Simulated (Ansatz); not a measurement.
System: MoS$_{2}$.

Input file:

```
crystal:
  lattice:
    - [3.1709589632, 0.030441206, 0.0]
    - [-1.5591166238, 2.7309104134, 0.0]
    - [0.0, 0.0, 6.8100136477]
  atoms:
    - { symbol: Mo, position: [-0.0011433695, 5.78866e-05, 0.0] }
    - { symbol: S, position: [0.3339050181, 0.6666377234, 0.2285226955] }
    - { symbol: S, position: [0.3339050181, 0.6666377234, 0.7714773045] }
kpoints:
  mp_grid: { grid: [12, 12, 4] }
  band_path:
    path:
      - [0.0, 0.0, 0.0]
      - [0.5, 0.0, 0.0]
      - [0.3333333333, 0.3333333333, 0.0]
      - [0.0, 0.0, 0.5]
      - [0.5, 0.0, 0.5]
      - [0.3333333333, 0.3333333333, 0.5]
      - [0.333333, 0.328125, 0.0]
    npoints: 1
hamiltonian:
  xc: pbe
scf:
  occupations: { method: fermi_dirac, width: 0.02 }
  n_extra_bands: 4
output:
  forces: true
  stress: true
  eigenvalues: true
  write_density: true
  write_potential: true
  elf: true
  volumetric_format: npy
```

Command:

```sh
ansatz run input.yaml --threads 4 --pin off --max-ram 4608MiB --backend cpu --events-out ev --progress --plain --runs-dir out
```

Below, planes, directions and counts refer to the conventional cell (a = 3.14 Å, b = 6.81 Å, c = 3.17 Å, α = 90.00°, β = 119.17°, γ = 90.00°).

Space group Pm; a structure from a database of computed crystals, not necessarily the ambient phase; started from the database structure prototype, which need not be the ambient phase; changed on purpose from its base cell (shear xy strain +1.9%); computed pressure about 2 GPa in this cell; computed without spin polarisation.

Method: DFT, PBE, plane waves, PAW (Ansatz 0.2.0).

Q: What can the converged valence pseudo-density and electron localisation function tell about the bonding?

A: Mo–S (2.40 Å): ρ is about 0.62 e/Å³ halfway; the ELF peaks at about 0.85 in the valence shell of S, 0.8 Å from its nucleus, and is about 0.45 at the midpoint.

Q: Does the calculation make it a metal, or give it a gap?

A: It is gapped, with a Kohn–Sham gap of 1.3 eV on the k-point mesh, an upper bound to the gap of this method.

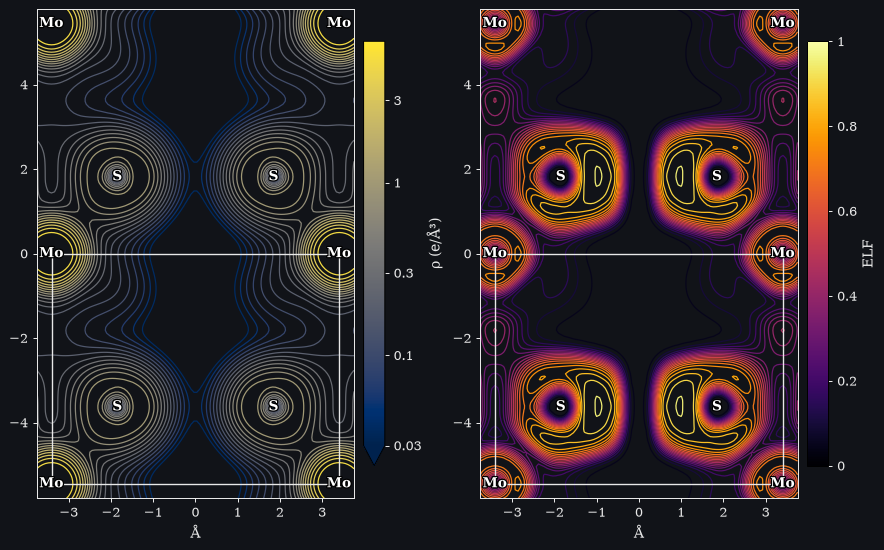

Computed valence pseudo-density and electron localisation function on the (101) plane of the conventional cell, in this order. 
